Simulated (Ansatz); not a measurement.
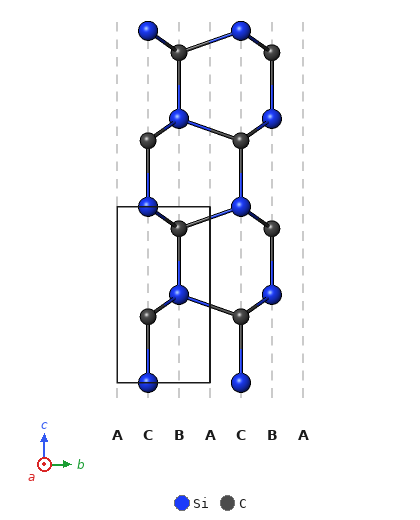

Projection along an edge of the hexagonal mesh, stacking direction c upwards. The dashed lines mark the three columns A (0, 0), B (1/3, 2/3) and C (2/3, 1/3). The sequence starts with the first layer at or above the cell's origin.

System SiC; source of the atomic positions: the input geometry of an electronic-structure calculation (not necessarily at equilibrium).

**Read off the stacking sequence over one period.**

Si(C) – C(C) – Si(B) – C(B) (four layers in 5.05 Å).

Heights of the layers:

```tsv
layer	atoms (column)	height (Å)	to next (Å)
1	Si(C)	0.00	1.90
2	C(C)	1.90	0.63
3	Si(B)	2.52	1.90
4	C(B)	4.42	0.63
```
